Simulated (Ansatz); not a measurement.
Geometry relaxation of Ge (part 1 of 2)

System: Ge (R-3, 8 atoms in the cell).
Method: DFT r2SCAN, scalar-relativistic, plane waves, PAW, no spin polarisation (Ansatz 0.2.0).

The structure derives from a Materials Project entry. Figures and captions count atoms from 1; the log counts them from 0 in places.

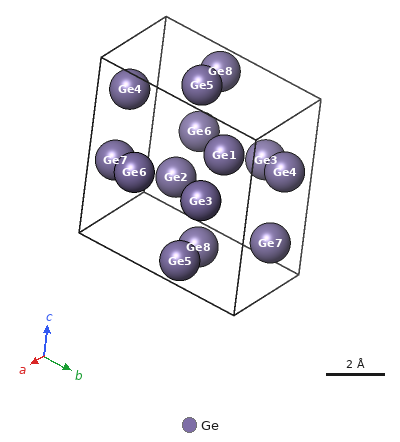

Figure 1. The structure as given in the input (spheres-only view of the cell of the calculation, seen slightly off an axis; atoms are numbered from 1 in the order of the input). An atom can appear more than once, as a periodic image.

The input
```yaml
crystal:
  lattice:
    - [5.0124018495, 2.8939115571, 1.9886385167]
    - [-5.0124018495, 2.8939115571, 1.9886385167]
    - [0.0, -5.7878231142, 1.9886385167]
  atoms:
    - { symbol: Ge, position: [0.714481, 0.714481, 0.714481] }
    - { symbol: Ge, position: [0.285519, 0.285519, 0.285519] }
    - { symbol: Ge, position: [0.02693, 0.721767, 0.530053] }
    - { symbol: Ge, position: [0.530053, 0.02693, 0.721767] }
    - { symbol: Ge, position: [0.721767, 0.530053, 0.02693] }
    - { symbol: Ge, position: [0.97307, 0.278233, 0.469947] }
    - { symbol: Ge, position: [0.469947, 0.97307, 0.278233] }
    - { symbol: Ge, position: [0.278233, 0.469947, 0.97307] }
basis:
  ecutwfc: 500
kpoints:
  mp_grid: { grid: [6, 6, 6] }
hamiltonian:
  xc: r2scan
scf:
  occupations: { method: gaussian, width: 0.1 }
output:
  forces: true
  stress: true
  eigenvalues: true
  write_density: true
  write_potential: true
  elf: true
  volumetric_format: npy
relax:
  adjacent_minimum: "off"
  f_tol: 0.005
  max_steps: 80
  cell: { stress_tol: 0.05 }
```

Run as:
```bash
ansatz run input.yaml --threads 2 --pin off --max-ram 5120MiB --backend cpu --events-out ev --progress --plain --runs-dir out
```

The program's output
```
Engine: ansatz 0.2.0, x86_64-unknown-linux-gnu
Pseudopotentials: kind: paw
Pseudopotential: Ge, paw, valence charge 14, recommended cutoff 500 eV (meta_gga), Ge.paw.azcp
Functional definition: r2SCAN
  parameter k0 = 0.174
  parameter k1 = 0.065
  parameter a1 = 4.9479
  exchange = r2scan_x(k0 = k0, k1 = k1, a1 = a1)
  correlation = r2scan_c
Crystal: 8 atoms, lattice volume = 173.077 Å³
Basis set: ecut = 500 eV, 4381 PW (Γ), exchange–correlation on 180×180×180 points (64 copies of the dense FFT grid, shifted against one another)
Bands: 68, of which v1, the nominal top of the filled ones, is band 56 counted from 1 (55 counted from 0)
Symmetry: 6 space group operations
Space group: R-3 (ITA 148), of the structure as read, at distance tolerance 5.6e-5 Å
k-points: 40 of 216
Non-local potential: Ge, projectors of the file, l = 0: 2, l = 1: 2, l = 2: 3, l = 3: 1
PAW form: soft (Blöchl's): semilocal exchange-correlation on the pseudo side does not see the compensation charge
PAW frozen core: Ge, regenerated for the run's functional (the file was generated under x = pbe(κ = 0.804, μ = 0.2195149727645171), c = pbe(β = 0.06672455060314922))
PAW one-centre angular grid: Ge, 590 points (default); XC on 160 Gauss nodes
Initial density: superposition of atomic densities (neutral atoms: chi_scale 0, normalization atom), corrected by the library's trained network
Initial wavefunctions: pseudopotential atomic-orbital guess
Functional: x = r2scan, c = r2scan; τ floored in thin density (d = 2e-4 eV/Å³)
SCF iter   1: F=—  HF=-34421.728914 eV  |F-HF|=—  |Δ(HF+E_count)|=         —  Δρ=7.60e-3  dr2=4.87e-2  dr2_τ=1.25e-2  ethr=1.77e-3  ⟨swp⟩=5.8  Hψ=9646  notcnv=0  defer=12
preconditioner: auto → Resta (q_TF=auto, 2.537 Å⁻¹)  ε∞=2.6  [insulator: Δε(μ)=0.141 eV  Ē_g=23.306 eV  σ=0.100 eV  W_gap=0.63  n_scr=48 (ndim 8)  ℏωp=29.9 eV  f_vac=0.000  D(μ)=0.49/eV (n_scr^D=0)  ε∞_Penn≈2.6]
SCF iter   2: F=—  HF=-34421.763511 eV  |F-HF|=—  |Δ(HF+E_count)|=   3.46e-2  Δρ=2.54e-3  dr2=7.53e-3  dr2_τ=1.20e-4  ethr=4.35e-5  ⟨swp⟩=2.0  Hψ=5678  notcnv=0  defer=202
SCF iter   3: F=—  HF=-34421.764814 eV  |F-HF|=—  |Δ(HF+E_count)|=   1.30e-3  Δρ=1.64e-3  dr2=2.95e-3  dr2_τ=2.87e-5  ethr=6.73e-6  ⟨swp⟩=2.0  Hψ=4757  notcnv=0  defer=202
SCF iter   4: F=—  HF=-34421.765633 eV  |F-HF|=—  |Δ(HF+E_count)|=   8.20e-4  Δρ=1.49e-4  dr2=4.53e-5  dr2_τ=9.62e-7  ethr=2.64e-6  ⟨swp⟩=2.0  Hψ=3129  notcnv=0  defer=202
SCF iter   5: F=—  HF=-34421.765650 eV  |F-HF|=—  |Δ(HF+E_count)|=   1.63e-5  Δρ=3.85e-5  dr2=2.15e-6  dr2_τ=4.21e-8  ethr=4.04e-8  ⟨swp⟩=3.0  Hψ=4824  notcnv=0  defer=202
SCF iter   6: F=—  HF=-34421.765652 eV  |F-HF|=—  |Δ(HF+E_count)|=   2.39e-6  Δρ=7.26e-6  dr2=1.14e-7  dr2_τ=1.42e-9  ethr=1.92e-9  ⟨swp⟩=2.0  Hψ=4697  notcnv=0  defer=202
SCF iter   7: F=-34421.765652 eV  HF=-34421.765652 eV  |F-HF|=3.84e-8  |Δ(HF+E_count)|=   4.11e-8  Δρ=3.45e-6  dr2=2.49e-8  dr2_τ=2.33e-10  ethr=8.93e-11  ⟨swp⟩=12.9  Hψ=20948  notcnv=0
SCF 1 converged in 7 iterations: F = -34421.765652 eV  dr2 = 2.49e-8
  greatest PAW one-centre occupation: 0.998 electrons in one spin orbital (limit 2), on the Ge atom at site 5 (counted from 0), in its partial waves of l = 2
relax step   1: F+E_penalty+E_count = -34421.76565216 eV  Δ(F+E_penalty+E_count) = +0.000e0 eV  max|allowed force component| = 1.673e-1 eV/Å  Δτ_max = 0.0000 Å  P = -2.756 GPa  Ω = 173.077 Å³  (7 SCF iters, dr2 threshold 1.00e-7 eV, accepted)
Crystal: 8 atoms, lattice volume = 166.606 Å³
Basis set: ecut = 500 eV, 4195 PW (Γ), exchange–correlation on 180×180×180 points (64 copies of the dense FFT grid, shifted against one another)
Initial density: handed on by an earlier stage of this run
Initial wavefunctions: those handed on with the density
iter 1 solved again at ethr=8.09e-6 eV; its pass at ethr=3.10e-3 eV (dr2=9.06e-3 eV) is discarded
SCF iter   1: F=—  HF=-34421.776436 eV  |F-HF|=—  |Δ(HF+E_count)|=         —  Δρ=2.47e-3  dr2=9.15e-3  dr2_τ=2.55e-2  ethr=8.09e-6  ⟨swp⟩=1.9  Hψ=11960  notcnv=0
preconditioner: auto → Resta (q_TF=auto, 2.554 Å⁻¹)  ε∞=2.7  [insulator: Δε(μ)=0.182 eV  Ē_g=23.324 eV  σ=0.100 eV  W_gap=0.70  n_scr=48 (ndim 8)  ℏωp=30.4 eV  f_vac=0.000  D(μ)=0.27/eV (n_scr^D=0)  ε∞_Penn≈2.7]
SCF iter   2: F=—  HF=-34421.835384 eV  |F-HF|=—  |Δ(HF+E_count)|=   5.89e-2  Δρ=1.64e-3  dr2=3.13e-3  dr2_τ=2.34e-5  ethr=8.09e-6  ⟨swp⟩=2.3  Hψ=3938  notcnv=0
SCF iter   3: F=—  HF=-34421.836236 eV  |F-HF|=—  |Δ(HF+E_count)|=   8.51e-4  Δρ=3.22e-4  dr2=1.83e-4  dr2_τ=5.72e-6  ethr=2.80e-6  ⟨swp⟩=3.0  Hψ=4982  notcnv=0
SCF iter   4: F=—  HF=-34421.836172 eV  |F-HF|=—  |Δ(HF+E_count)|=   6.39e-5  Δρ=1.30e-4  dr2=1.46e-5  dr2_τ=4.25e-7  ethr=1.63e-7  ⟨swp⟩=2.0  Hψ=4959  notcnv=0
SCF iter   5: F=—  HF=-34421.836163 eV  |F-HF|=—  |Δ(HF+E_count)|=   8.89e-6  Δρ=4.90e-5  dr2=3.02e-6  dr2_τ=2.92e-8  ethr=1.30e-8  ⟨swp⟩=2.0  Hψ=4957  notcnv=0
SCF iter   6: F=-34421.836164 eV  HF=-34421.836164 eV  |F-HF|=5.42e-8  |Δ(HF+E_count)|=   1.24e-6  Δρ=7.56e-6  dr2=8.68e-8  dr2_τ=1.34e-9  ethr=7.14e-10  ⟨swp⟩=10.8  Hψ=19426  notcnv=0
SCF 2 converged in 6 iterations: F = -34421.836164 eV  dr2 = 8.68e-8
  greatest PAW one-centre occupation: 0.998 electrons in one spin orbital (limit 2), on the Ge atom at site 7 (counted from 0), in its partial waves of l = 2
relax step   2: F+E_penalty+E_count = -34421.83616404 eV  Δ(F+E_penalty+E_count) = -7.051e-2 eV  max|allowed force component| = 5.323e-2 eV/Å  Δτ_max = 0.0239 Å  P = +0.095 GPa  Ω = 166.606 Å³  energy of the carried Pulay correction = +2.209e-3 eV  (6 SCF iters, dr2 threshold 8.00e-7 eV, accepted)
Crystal: 8 atoms, lattice volume = 167.037 Å³
iter 1 solved again at ethr=4.26e-7 eV; its pass at ethr=3.10e-3 eV (dr2=4.77e-4 eV) is discarded
SCF iter   1: F=—  HF=-34421.832492 eV  |F-HF|=—  |Δ(HF+E_count)|=         —  Δρ=8.50e-4  dr2=4.39e-4  dr2_τ=2.83e-3  ethr=4.26e-7  ⟨swp⟩=2.1  Hψ=11812  notcnv=0
preconditioner: auto → Resta (q_TF=auto, 2.552 Å⁻¹)  ε∞=2.7  [insulator: Δε(μ)=0.167 eV  Ē_g=23.309 eV  σ=0.100 eV  W_gap=0.66  n_scr=48 (ndim 8)  ℏωp=30.4 eV  f_vac=0.000  D(μ)=0.28/eV (n_scr^D=0)  ε∞_Penn≈2.7]
SCF iter   2: F=—  HF=-34421.836909 eV  |F-HF|=—  |Δ(HF+E_count)|=   4.42e-3  Δρ=5.30e-4  dr2=1.75e-4  dr2_τ=1.63e-6  ethr=3.92e-7  ⟨swp⟩=2.8  Hψ=5184  notcnv=0
SCF iter   3: F=—  HF=-34421.836935 eV  |F-HF|=—  |Δ(HF+E_count)|=   2.59e-5  Δρ=2.08e-4  dr2=3.42e-5  dr2_τ=1.89e-7  ethr=1.56e-7  ⟨swp⟩=1.0  Hψ=2720  notcnv=0
SCF iter   4: F=—  HF=-34421.836945 eV  |F-HF|=—  |Δ(HF+E_count)|=   1.00e-5  Δρ=1.70e-5  dr2=3.93e-7  dr2_τ=9.63e-9  ethr=3.06e-8  ⟨swp⟩=2.0  Hψ=3210  notcnv=0
SCF iter   5: F=-34421.836945 eV  HF=-34421.836945 eV  |F-HF|=1.03e-7  |Δ(HF+E_count)|=   2.06e-7  Δρ=7.32e-6  dr2=6.81e-8  dr2_τ=1.53e-9  ethr=1.58e-10  ⟨swp⟩=9.8  Hψ=18859  notcnv=0
SCF 3 converged in 5 iterations: F = -34421.836945 eV  dr2 = 6.81e-8
  greatest PAW one-centre occupation: 0.998 electrons in one spin orbital (limit 2), on the Ge atom at site 6 (counted from 0), in its partial waves of l = 2
relax step   3: F+E_penalty+E_count = -34421.83694476 eV  Δ(F+E_penalty+E_count) = -7.807e-4 eV  max|allowed force component| = 1.415e-2 eV/Å  Δτ_max = 0.0114 Å  P = -0.021 GPa  Ω = 167.037 Å³  energy of the carried Pulay correction = +2.060e-3 eV  (5 SCF iters, dr2 threshold 1.77e-7 eV, accepted)
Crystal: 8 atoms, lattice volume = 166.954 Å³
Basis set: ecut = 500 eV, 4207 PW (Γ), exchange–correlation on 180×180×180 points (64 copies of the dense FFT grid, shifted against one another)
iter 1 solved again at ethr=2.01e-8 eV; its pass at ethr=3.10e-3 eV (dr2=2.26e-5 eV) is discarded
SCF iter   1: F=—  HF=-34421.836922 eV  |F-HF|=—  |Δ(HF+E_count)|=         —  Δρ=1.33e-4  dr2=2.12e-5  dr2_τ=6.11e-5  ethr=2.01e-8  ⟨swp⟩=2.1  Hψ=11146  notcnv=0
preconditioner: auto → Resta (q_TF=auto, 2.553 Å⁻¹)  ε∞=2.7  [insulator: Δε(μ)=0.163 eV  Ē_g=23.309 eV  σ=0.100 eV  W_gap=0.66  n_scr=48 (ndim 8)  ℏωp=30.4 eV  f_vac=0.000  D(μ)=0.29/eV (n_scr^D=0)  ε∞_Penn≈2.7]
SCF iter   2: F=—  HF=-34421.837042 eV  |F-HF|=—  |Δ(HF+E_count)|=   1.20e-4  Δρ=7.67e-5  dr2=4.30e-6  dr2_τ=6.43e-8  ethr=1.89e-8  ⟨swp⟩=2.0  Hψ=3578  notcnv=0
SCF iter   3: F=—  HF=-34421.837035 eV  |F-HF|=—  |Δ(HF+E_count)|=   7.71e-6  Δρ=2.71e-5  dr2=6.71e-7  dr2_τ=5.51e-9  ethr=3.84e-9  ⟨swp⟩=2.0  Hψ=3122  notcnv=0
SCF iter   4: F=—  HF=-34421.837035 eV  |F-HF|=—  |Δ(HF+E_count)|=   3.50e-7  Δρ=4.01e-6  dr2=3.34e-8  dr2_τ=3.46e-10  ethr=5.99e-10  ⟨swp⟩=2.0  Hψ=3356  notcnv=0
SCF iter   5: F=-34421.837035 eV  HF=-34421.837035 eV  |F-HF|=1.15e-8  |Δ(HF+E_count)|=   8.96e-9  Δρ=2.06e-6  dr2=8.10e-9  dr2_τ=7.96e-11  ethr=1.22e-11  ⟨swp⟩=9.0  Hψ=15612  notcnv=0
SCF 4 converged in 5 iterations: F = -34421.837035 eV  dr2 = 8.10e-9
relax step   4: F+E_penalty+E_count = -34421.83703506 eV  Δ(F+E_penalty+E_count) = -9.030e-5 eV  max|allowed force component| = 2.758e-3 eV/Å  Δτ_max = 0.0026 Å  P = -0.006 GPa  Ω = 166.954 Å³  energy of the carried Pulay correction = +2.089e-3 eV  (5 SCF iters, dr2 threshold 1.37e-8 eV, accepted)
Initial wavefunctions: pseudopotential atomic-orbital guess (no wavefunctions were taken with the density)
iter 1 solved again at ethr=1.74e-7 eV; its pass at ethr=3.10e-3 eV (dr2=1.94e-4 eV) is discarded
SCF iter   1: F=—  HF=-34421.835103 eV  |F-HF|=—  |Δ(HF+E_count)|=         —  Δρ=3.15e-5  dr2=2.84e-7  dr2_τ=1.55e-6  ethr=1.74e-7  ⟨swp⟩=2.1  Hψ=15272  notcnv=0
preconditioner: auto → Resta (q_TF=auto, 2.553 Å⁻¹)  ε∞=2.7  [insulator: Δε(μ)=0.163 eV  Ē_g=23.309 eV  σ=0.100 eV  W_gap=0.65  n_scr=48 (ndim 8)  ℏωp=30.4 eV  f_vac=0.000  D(μ)=0.29/eV (n_scr^D=0)  ε∞_Penn≈2.7]
SCF iter   2: F=—  HF=-34421.835093 eV  |F-HF|=—  |Δ(HF+E_count)|=   9.92e-6  Δρ=2.31e-5  dr2=2.76e-7  dr2_τ=2.05e-8  ethr=2.54e-10  ⟨swp⟩=2.0  Hψ=4959  notcnv=0
SCF iter   3: F=—  HF=-34421.835094 eV  |F-HF|=—  |Δ(HF+E_count)|=   2.92e-7  Δρ=6.34e-6  dr2=1.99e-8  dr2_τ=2.62e-9  ethr=2.47e-10  ⟨swp⟩=2.0  Hψ=3359  notcnv=0
SCF iter   4: F=—  HF=-34421.835094 eV  |F-HF|=—  |Δ(HF+E_count)|=   1.19e-8  Δρ=8.64e-7  dr2=4.85e-10  dr2_τ=1.04e-11  ethr=1.77e-11  ⟨swp⟩=2.0  Hψ=4959  notcnv=0
SCF iter   5: F=—  HF=-34421.835094 eV  |F-HF|=—  |Δ(HF+E_count)|=  5.97e-10  Δρ=1.64e-7  dr2=4.47e-11  dr2_τ=6.90e-13  ethr=1.00e-12  ⟨swp⟩=7.0  Hψ=13086  notcnv=0
SCF iter   6: F=-34421.835094 eV  HF=-34421.835094 eV  |F-HF|=7.28e-12  |Δ(HF+E_count)|=  2.18e-11  Δρ=7.77e-8  dr2=6.28e-12  dr2_τ=1.89e-13  ethr=1.00e-12  ⟨swp⟩=5.3  Hψ=10253  notcnv=0
SCF 5 converged in 6 iterations: F = -34421.835094 eV  dr2 = 6.28e-12
relax step   5: F+E_penalty+E_count = -34421.83509354 eV  Δ(F+E_penalty+E_count) = +1.942e-3 eV  max|allowed force component| = 2.778e-3 eV/Å  Δτ_max = 0.0000 Å  P = -0.014 GPa  Ω = 166.954 Å³  stress off target by 2.22e-2 GPa  SCF on the basis re-selected at this cell (its energy is not comparable with the rows above)  (6 SCF iters)
```

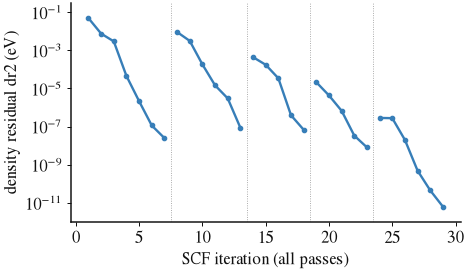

Figure 2. Convergence of the self-consistent field: density residual dr2 against the SCF iteration. The dotted lines part the SCF passes of the relaxation: geometry steps, rejected trials and re-solves on a re-selected basis. The 5 passes take 5 to 7 iterations each, 29 in all.

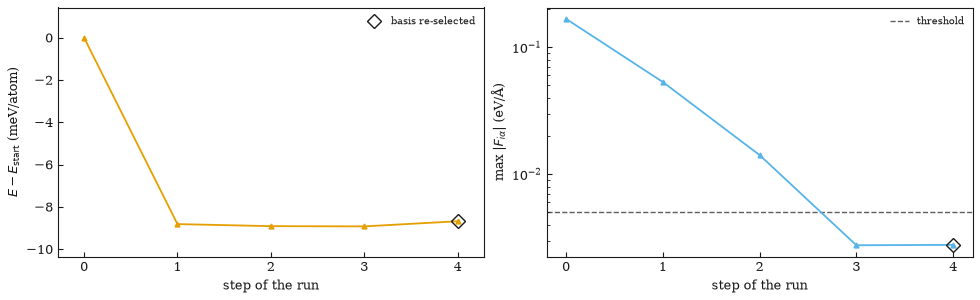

Figure 3. Progress of the relaxation, step by step (the first geometry is step 0 here and step 1 in the log).

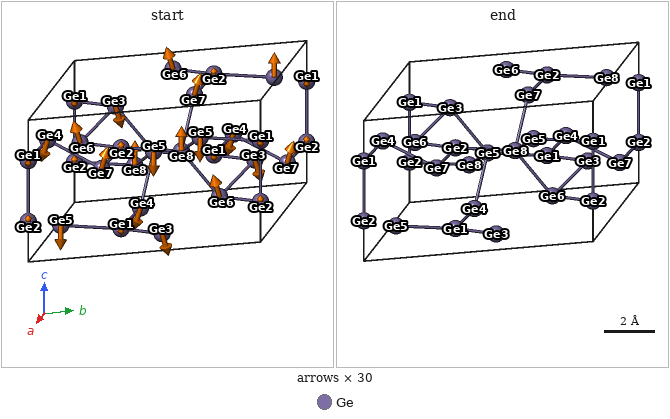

Figure 4. Before (left) and after (right) the relaxation, at one scale (ball-and-stick view of the cell 3 times as large as that of the calculation, set on its symmetry axes, seen slightly off an axis). The orange arrows give the displacements (without the part carried along by the change of the cell), magnified 30 times. The largest moves relative to the cell, 0.035 Å, are those of Ge3, Ge4, Ge5, Ge6, Ge7 and Ge8. The drawn cell changes as follows: a = b 10.025 → 9.892 Å (−1.3 %), c 5.966 → 5.910 Å (−0.9 %); the volume changes by −3.5 %. Among the contacts that change: Ge1–Ge2 2.559 → 2.516 Å, Ge3–Ge6 2.497 → 2.455 Å, Ge3–Ge4 2.540 → 2.505 Å, Ge1–Ge3 2.526 → 2.493 Å. The space group stays R-3 (No. 148). After 3 geometry steps the energy has fallen by 8.9 meV per atom. Largest force component: 0.17 eV/Å at the start, 0.0028 eV/Å at the end. Pressure: −2.76 GPa at the start and −0.01 GPa at the end. A last SCF at the same geometry on a re-selected plane-wave basis shifts the energy by +0.2 meV per atom. (Atoms are counted from 1 in the order of the input.)
